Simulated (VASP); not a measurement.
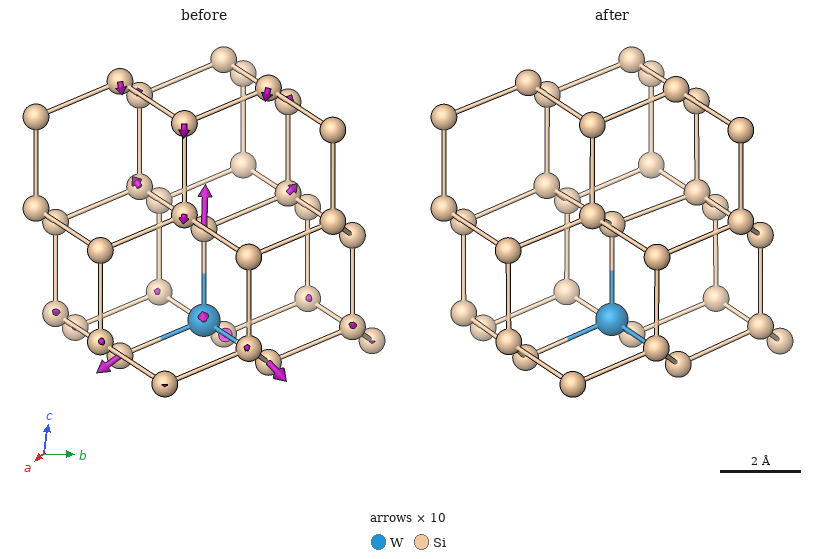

The structure of a defect cell of composition Si23W before (left) and after (right) a relaxation, at one scale. The purple arrows give the displacements, 10 times their true length.

A ball-and-stick model of the atoms within 5.8 Å of the atom that moves most (axes of the conventional cell (2 times the calculation's cell)), seen slightly off an axis. Lengths and directions refer to the drawn axes.

The run lets the atoms move in a fixed cell.

Method: VASP, Kohn-Sham DFT of a periodic cell, PBEsol, DFT+U, VASP PAW PBE potentials, recommended.

The input:
```
ALGO = Normal
EDIFF = 1E-5
EDIFFG = -0.03
ENCUT = 350
GGA = PS
IBRION = 2
ISIF = 2
ISMEAR = 0
ISPIN = 2
KPAR = 4
LASPH = T
LCHARG = F
LDAU = T
LDAUJ = 0 0
LDAUL = 2 -1
LDAUPRINT = 1
LDAUTYPE = 2
LDAUU = 2 0
LMAXMIX = 4
LORBIT = 11
LREAL = Auto
LWAVE = F
MAGMOM = 2 0 0 0 0 0 0 0 0 0 0 0 0 0 0 0 0 0 0 0 0 0 0 0
NELM = 120
NSW = 40
PREC = Accurate
SIGMA = 0.03
```

Launched with:
```bash
cat potpaw_PBE.64/W_sv/POTCAR potpaw_PBE.64/Si/POTCAR > POTCAR
mpirun -np 4 vasp_std > vasp.out
```

### Describe what moved and what it gained.

Over 11 geometry steps the energy falls by 0.202 eV per cell of the calculation. Largest force component: 0.77 eV/Å at the start, 0.021 eV/Å at the end. A Si atom moves most: 0.11 Å along [1 0 3]. Largest moves by element: Si 0.11 Å, W 0.03 Å. The cell stays as it was. Near-neighbour distances that change, for instance: Si–W 2.354 → 2.440 Å, Si–Si 2.354 → 2.338 Å. Bond angles that change, for instance: Si–Si–Si 109.5° → 105.2°, W–Si–Si 109.5° → 105.3°, Si–Si–Si 109.5° → 106.0°.

Limits of the set-up: the periodic images lie only 7.7 Å apart, so the values are limited by the cell's size.
